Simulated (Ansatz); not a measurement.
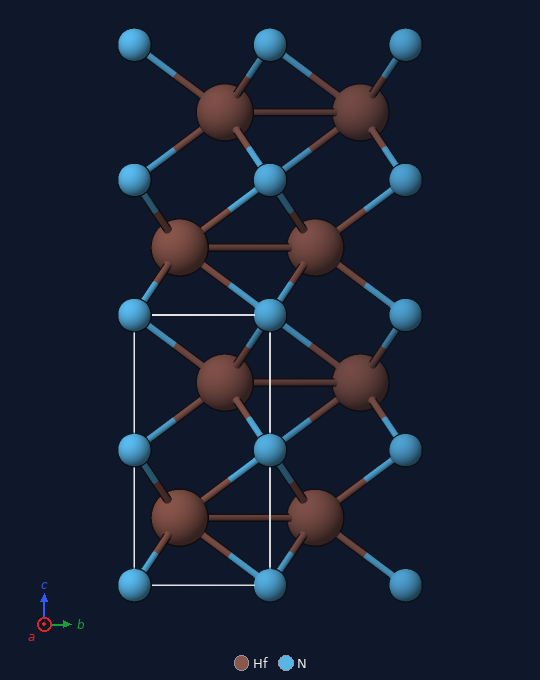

Projection along an edge of the hexagonal mesh, stacking direction c upwards. Every atom sits on one of the three columns of the mesh; call them A, B, C in the order in which they first turn up. The sequence starts with the first layer at or above the cell's origin.

HfN (space group P6_3/mmc, No. 194). Coordinates: coordinates from a relaxation with DFT PBE, scalar-relativistic, plane waves, PAW (Ansatz); the starting structure was generated, so it need not be a known form of this composition.

Give the sequence of layers in one repeat, with element and column.

Answer. N(A) – Hf(B) – N(A) – Hf(C) (four layers in 5.45 Å).

How are the N layers alone stacked?

Answer. N layers alone: AA, a sequence in which some neighbouring layers lie directly above each other.

Which positions between or in the N layers do the other atoms fill?

Answer. Hf: two trigonal-prismatic sites in each hexagonal cell.
